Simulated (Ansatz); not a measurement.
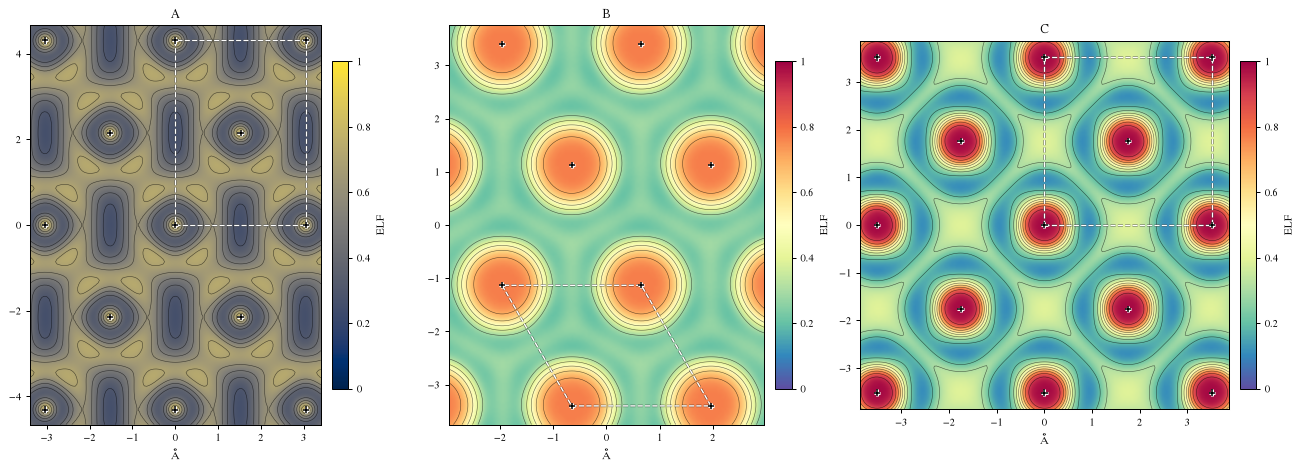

The electron localisation function of 3 systems, each on a plane through atoms (crosses mark nuclei in the plane).

Computed with DFT, r2SCAN, plane waves (500 eV) with PAW, scalar-relativistic in Ansatz 0.2.0.

System 1: Co, the (100) plane of the conventional cell. Space group Fm-3m; set up as Co, fcc; a generated structure, not necessarily the stable one; spin-polarised.

```
Co
1.0
     3.51472    0.00000    0.00000
     0.00000    3.51472    0.00000
     0.00000    0.00000    3.51472
Co
4
Direct
  0.00000 0.00000 0.00000
  0.50000 0.50000 0.00000
  0.50000 0.00000 0.50000
  0.00000 0.50000 0.50000
```

System 2: Rh, the (001) plane of the conventional cell. Space group P6₃/mmc; set up as Rh, dhcp; a generated structure, not necessarily the stable one; changed on purpose from its base cell (volume × 0.92); computed pressure about 29 GPa in this cell; computed without spin polarisation.

```
CELL_PARAMETERS angstrom
2.61662 0.00000 0.00000
-1.30831 2.26606 0.00000
0.00000 0.00000 8.53882
ATOMIC_POSITIONS crystal
Rh 0.00000 0.00000 0.00000
Rh 0.00000 0.00000 0.50000
Rh 0.33333 0.66667 0.25000
Rh 0.66667 0.33333 0.75000
```

System 3: Si, the (101̄) plane of the conventional cell. Space group Im-3m; set up as Si, bcc; a generated structure, not necessarily the stable one; changed on purpose from its base cell (volume × 1.0).

```xyz
2
Lattice="3.0453 0.0000 0.0000 0.0000 3.0453 0.0000 0.0000 0.0000 3.0453" Properties=species:S:1:pos:R:3 pbc="T T T"
Si    0.0000    0.0000    0.0000
Si    1.5226    1.5226    1.5226
```

**Match each panel to its system.**

Panel A is system 3, Si: the plane holds Si. Si–Si (2.64 Å): the ELF peaks at about 0.75 between the atoms. Panel B is system 2, Rh: the plane holds Rh. Rh–Rh (2.62 Å): the ELF is about 0.25 at the midpoint (no shared electron pair shows on this line). Panel C is system 1, Co: the plane holds Co. Co–Co (2.49 Å): the ELF is about 0.25 at the midpoint; no shared electron pair shows on this line.
